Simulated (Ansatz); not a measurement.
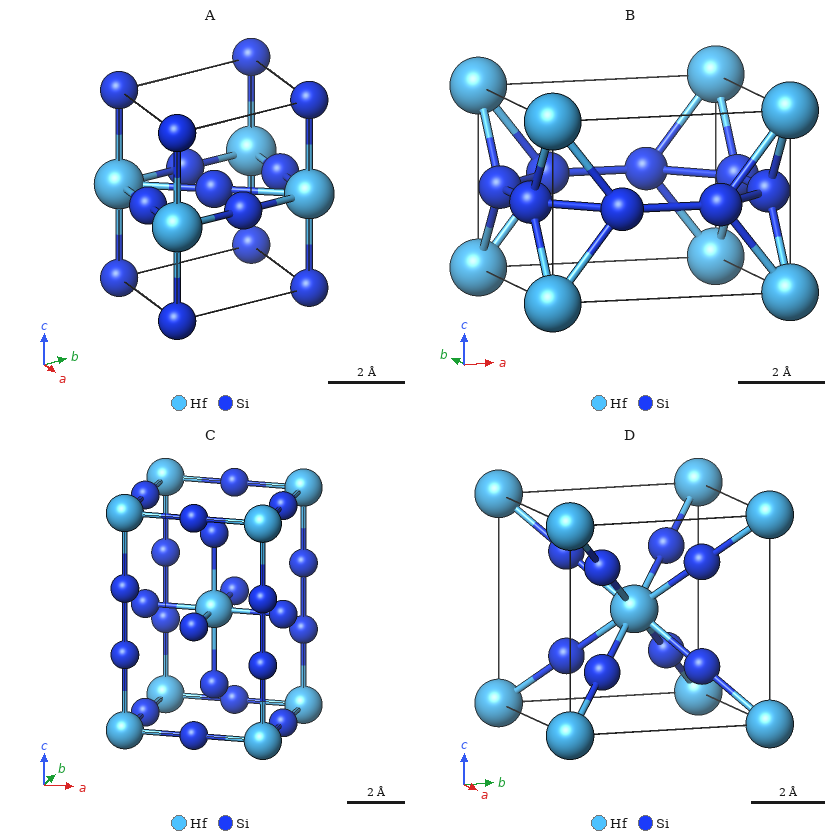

Four structures of HfSi₄, each relaxed to rest (conventional cells in solid outline, small ones repeated, each panel with its own scale). Method: Ansatz, DFT PBE, scalar-relativistic, plane waves, PAW, without spin polarisation.

Give the type and space group of each panel.

Answer. A: 5 atoms a cell on a primitive hexagonal lattice, P6/mmm; B: 5 atoms a cell on a primitive tetragonal lattice, P4/mmm; C: 10 atoms a cell on a body-centred tetragonal lattice, I4/mmm; D: 10 atoms a cell on a body-centred cubic lattice, Im-3m.

Which of these is lowest in energy, and how far above it do the others lie?

Answer. D, then B (+111 meV/atom), A (+175 meV/atom) and C (+331 meV/atom), energies at zero smearing.

Collect the results in a table.

Answer.
| panel | structure | E − E(lowest) (meV/atom) | volume (Å³/atom) | gap (eV) |
| --- | --- | --- | --- | --- |
| D | Im-3m | 0 | 20.4 | metal |
| B | P4/mmm | 111 | 29.0 | metal |
| A | P6/mmm | 175 | 23.9 | metal |
| C | I4/mmm | 331 | 20.5 | metal |

Some of these may be structure types tried for this composition rather than known phases, and the most stable form need not be among them. Gaps are taken on the k-mesh or band path of each run.
